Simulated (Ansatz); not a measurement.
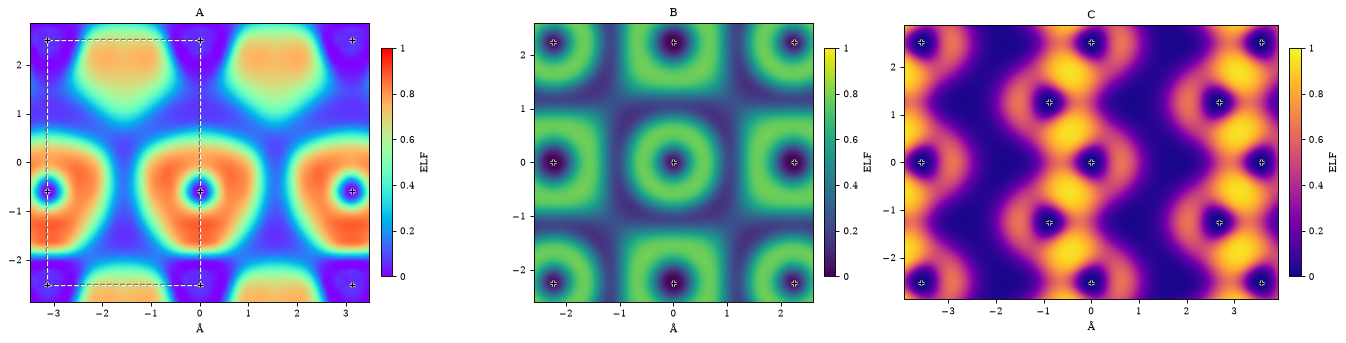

The electron localisation function of 3 systems, each on a plane through atoms (crosses mark nuclei in the plane).

All numbers below come from Ansatz, DFT PBE, scalar-relativistic, plane waves, PAW.

System 1: C, the (101) plane of the conventional cell. Space group Fd-3m.

```yaml
crystal:
  lattice:
    - [3.57147, 0.00000, 0.00000]
    - [0.00000, 3.57147, 0.00000]
    - [0.00000, 0.00000, 3.57147]
  atoms:
    - { symbol: C, position: [0.50000, 0.00000, 0.00000] }
    - { symbol: C, position: [0.00000, 0.50000, 0.00000] }
    - { symbol: C, position: [0.00000, 0.00000, 0.50000] }
    - { symbol: C, position: [0.50000, 0.50000, 0.50000] }
    - { symbol: C, position: [0.75000, 0.25000, 0.25000] }
    - { symbol: C, position: [0.25000, 0.75000, 0.25000] }
    - { symbol: C, position: [0.25000, 0.25000, 0.75000] }
    - { symbol: C, position: [0.75000, 0.75000, 0.75000] }
```

System 2: AlN, the (100) plane of the conventional cell. Space group P6₃mc.

```cif
data_structure
_symmetry_space_group_name_H-M 'P 1'
_symmetry_Int_Tables_number 1
_cell_length_a 3.1302
_cell_length_b 3.1302
_cell_length_c 5.0180
_cell_angle_alpha 90.000
_cell_angle_beta 90.000
_cell_angle_gamma 120.000
_cell_volume 42.58
loop_
_atom_site_label
_atom_site_type_symbol
_atom_site_fract_x
_atom_site_fract_y
_atom_site_fract_z
_atom_site_occupancy
Al1 Al 0.33333 0.66667 0.99923 1
Al2 Al 0.66667 0.33333 0.49923 1
N1 N 0.33333 0.66667 0.38077 1
N2 N 0.66667 0.33333 0.88077 1
```

System 3: NbC, the (010) plane of the conventional cell. Space group Fm-3m; computed without spin polarisation.

```yaml
crystal:
  lattice:
    - [4.48613, 0.00000, 0.00000]
    - [0.00000, 4.48613, 0.00000]
    - [0.00000, 0.00000, 4.48613]
  atoms:
    - { symbol: Nb, position: [0.00000, 0.00000, 0.00000] }
    - { symbol: Nb, position: [0.50000, 0.50000, 0.00000] }
    - { symbol: Nb, position: [0.50000, 0.00000, 0.50000] }
    - { symbol: Nb, position: [0.00000, 0.50000, 0.50000] }
    - { symbol: C, position: [0.50000, 0.00000, 0.00000] }
    - { symbol: C, position: [0.00000, 0.50000, 0.00000] }
    - { symbol: C, position: [0.00000, 0.00000, 0.50000] }
    - { symbol: C, position: [0.50000, 0.50000, 0.50000] }
```

Match each panel to its system.

Answer. Panel A is system 2, AlN: the plane holds Al and N. Al–N (1.91 Å): the ELF peaks at about 0.90 in the valence shell of N, 0.7 Å from its nucleus, and is about 0.85 at the midpoint. Panel B is system 3, NbC: the plane holds Nb and C. Nb–C (2.24 Å): the ELF peaks at about 0.75 in the valence shell of C, 0.7 Å from its nucleus, and is about 0.25 at the midpoint. Panel C is system 1, C: the plane holds C. C–C (1.55 Å): the ELF peaks at about 0.95 between the atoms (a shared electron pair).
